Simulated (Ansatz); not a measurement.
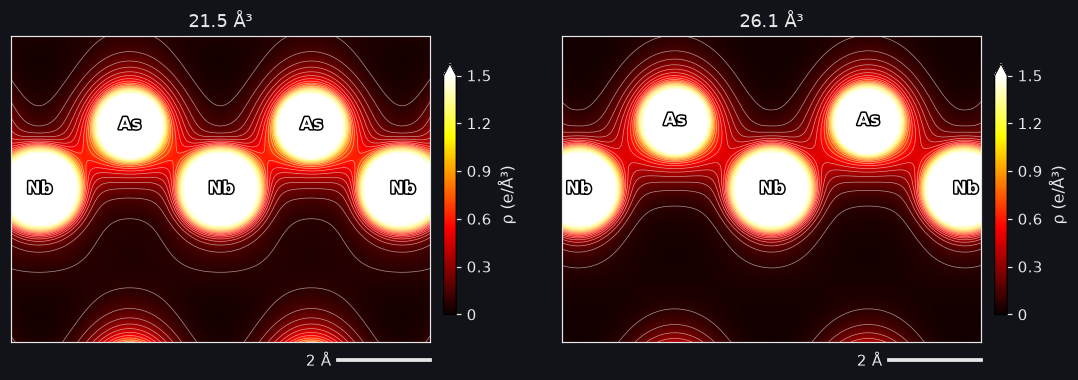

NbAs. The valence electron density of cells scaled evenly to different volumes (given per atom above each panel), on the (101̄) plane of each (indices in the axes of the cell below), at one length scale and on one colour scale.

Started from the zinc blende prototype, which need not be the ambient phase; spin-polarised.

These are results of DFT r2SCAN, scalar-relativistic, plane waves, PAW (Ansatz 0.2.0), not measurements.

The largest cell:

```
Nb As
1.0
     0.00000    2.96453    2.96453
     2.96453    0.00000    2.96453
     2.96453    2.96453    0.00000
Nb As
1 1
Direct
  0.00000 0.00000 0.00000
  0.25000 0.25000 0.25000
```

| volume (Å³/atom) | Nb–As contact in the plane (Å) | ρ at its midpoint (e/Å³) | pressure (GPa) | 
| --- | --- | --- | --- |
| 21.54 | 2.410 | 0.611 | 15.1 | 
| 25.05 | 2.534 | ? | ? | 
| 26.05 | 2.567 | 0.480 | −1.8 | 

> Estimate the missing row, and compare with the calculation.

Over the known rows ln ρ falls by 1.54 per Å of Nb–As distance (the line through the two), which gives 0.505 e/Å³ at 2.534 Å; the calculation gives 0.507 e/Å³. For the pressure, a straight line in volume between the neighbouring rows gives 1.9 GPa; the calculation gives 0.0, lower because pressure rises ever faster on compression.
